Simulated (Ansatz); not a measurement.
**B6N5 (slab): density, localisation and related maps**

Input file:

```
crystal:
  lattice:
    - [2.5064380879, 0.0, 0.0]
    - [-1.2532190439, 2.1706390571, 0.0]
    - [0.0, 0.0, 32.2336959907]
  atoms:
    - { symbol: B, position: [0.6666666667, 0.3333333333, 0.2636992048] }
    - { symbol: "N", position: [0.3333333333, 0.6666666667, 0.2636992048] }
    - { symbol: B, position: [0.3333333333, 0.6666666667, 0.3663378844] }
    - { symbol: "N", position: [0.6666666667, 0.3333333333, 0.3663378844] }
    - { symbol: B, position: [0.6666666667, 0.3333333333, 0.4689765641] }
    - { symbol: "N", position: [0.3333333333, 0.6666666667, 0.4689765641] }
    - { symbol: B, position: [0.3333333333, 0.6666666667, 0.5716152439] }
    - { symbol: "N", position: [0.6666666667, 0.3333333333, 0.5716152439] }
    - { symbol: B, position: [0.6666666667, 0.3333333333, 0.6742539235] }
    - { symbol: "N", position: [0.3333333333, 0.6666666667, 0.6742539235] }
    - { symbol: B, position: [0.0, 0.0, 0.7009340783], spin: 1.0 }
basis:
  ecutwfc: 420
kpoints:
  mp_grid: { grid: [12, 12, 1] }
hamiltonian:
  xc: pbe
  dispersion: d3bj
scf:
  occupations: { method: gaussian, width: 0.05 }
output:
  forces: true
  eigenvalues: true
  populations: true
  write_density: true
  write_potential: true
  elf: true
  volumetric_format: npy
magnetization:
  spin_polarized: true
relax:
  adjacent_minimum: "off"
  f_tol: 0.03
  max_steps: 70
  constraints: [{ sites: [0, 1, 2, 3] }]
efield:
  axis: 3
  dipole_correction: true
  ramp_width: 0.04
```

Command:

```sh
ansatz run input.yaml --threads 1 --pin off --max-ram 2560MiB --backend cpu --events-out ev --progress --plain --runs-dir out
```

The fields are those of the relaxed geometry.

The program warned that a starting moment wasn't kept; spin-polarised, but the moments vanished.

These are results of Ansatz, DFT PBE+D3(BJ), scalar-relativistic, plane waves, PAW, not measurements.

In a PAW calculation such maps are meaningful between the atoms, not at the nuclei.

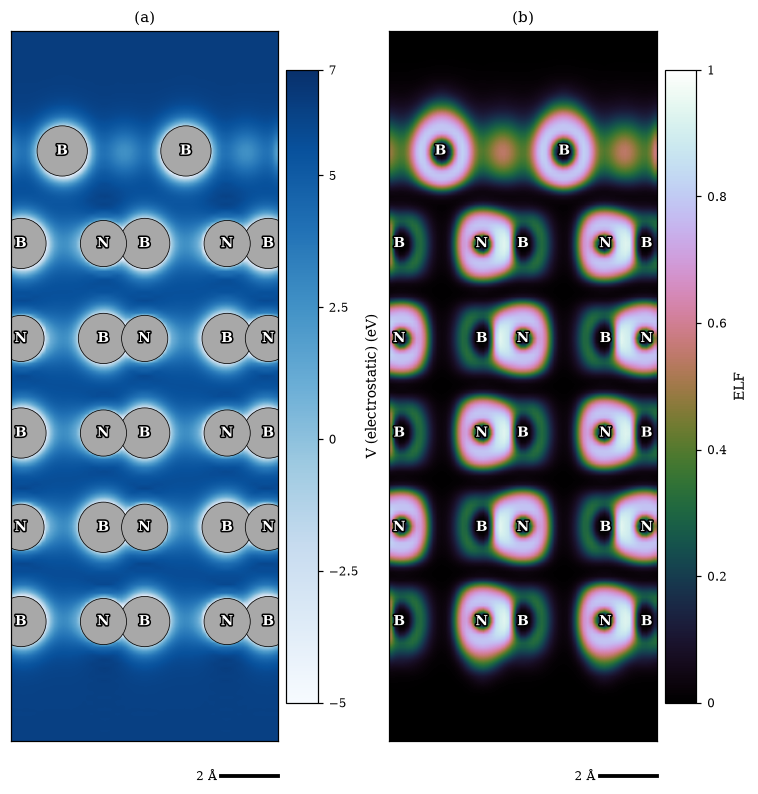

Figure 1. (a) electrostatic potential energy of an electron; (b) electron localisation function on the (110) plane of the calculation cell, a cut from vacuum to vacuum. Grey discs cover the atomic cores in the potential map.

> Interpret the plot.

Atoms in the plane: B and N.
B–N (1.45 Å): the ELF peaks at about 0.95 between the atoms.
Outside the cores the potential energy rises away from the atoms and is highest in the vacuum; its zero is arbitrary.

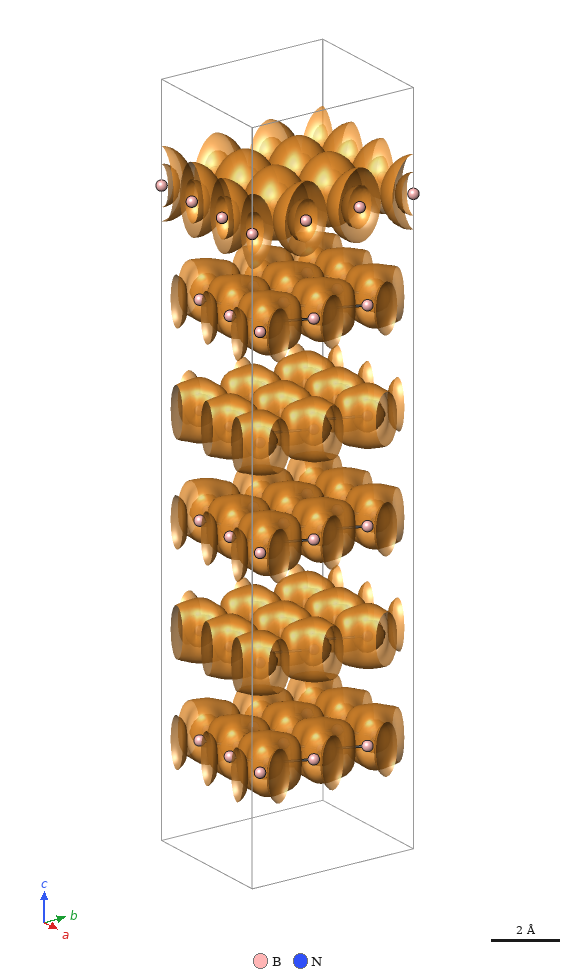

Figure 2. Isosurface of the electron localisation function at 0.7 (orange), seen slightly off an axis. Core shells and regions of very low density are left out. Sticks mark near contacts.

> Where are the electrons localised?

At this value the surface marks out five regions on N in which the atom's valence shell and bonds are merged and one region wrapped around B (its valence shell), counted in one cell of 11 atoms. Counts are for one cell; the picture repeats the cell along the surface.

> Metal or insulator at this level of theory?

It is gapless in this calculation (a metal or semimetal).
